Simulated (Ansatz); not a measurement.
The Ansatz input:

```
crystal:
  lattice:
    - [3.8938964361, 0.0, 0.0]
    - [0.0, 5.5068011504, 0.0]
    - [0.0, 0.0, 24.7347410903]
  atoms:
    - { symbol: Al, position: [0.5, 0.5, 0.303217243] }
    - { symbol: P, position: [0.0, 0.25, 0.303217243] }
    - { symbol: Al, position: [0.0, 0.0, 0.3819303458] }
    - { symbol: P, position: [0.5, 0.75, 0.3819303458] }
    - { symbol: Al, position: [0.5, 0.5, 0.4606434486] }
    - { symbol: P, position: [0.0, 0.25, 0.4606434486] }
    - { symbol: Al, position: [0.0, 0.0, 0.5393565514] }
    - { symbol: P, position: [0.5, 0.75, 0.5393565514] }
    - { symbol: Al, position: [0.5, 0.5, 0.6180696542] }
    - { symbol: P, position: [0.0, 0.25, 0.6180696542] }
    - { symbol: Al, position: [0.0, 0.0, 0.696782757] }
    - { symbol: P, position: [0.5, 0.75, 0.696782757] }
basis:
  ecutwfc: 420
kpoints:
  mp_grid: { grid: [7, 5, 1] }
hamiltonian:
  xc: pbe
scf:
  occupations: { method: gaussian, width: 0.05 }
output:
  forces: true
  stress: true
  eigenvalues: true
efield:
  axis: 3
  dipole_correction: true
  ramp_width: 0.04
```

Command:
```bash
ansatz run input.yaml --threads 1 --pin off --max-ram 2560MiB --backend cpu --events-out ev --progress --plain --runs-dir out
```

What does the potential across the slab give for the band edges against vacuum?

From the vacuum level at the right face the ionisation potential is 4.93 eV and the electron affinity 3.82 eV; the left face gives the same. The slab's gap, their difference before rounding, is 1.11 eV. The two vacuum levels agree, so the slab has no net dipole along its normal. The outermost atoms are 9.7 Å apart, which leaves 15.0 Å of vacuum in a cell 24.7 Å high.

The atoms aren't at rest in this cell (largest force 2.0 eV/Å), so the relaxed material can differ.

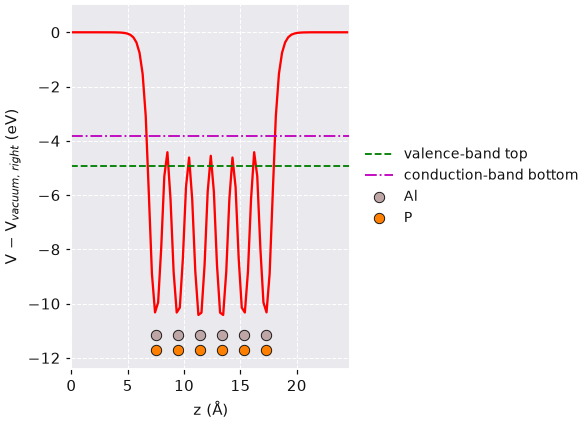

Plane-averaged electrostatic potential energy of an electron across the slab; circles at the bottom mark the heights of the atoms.
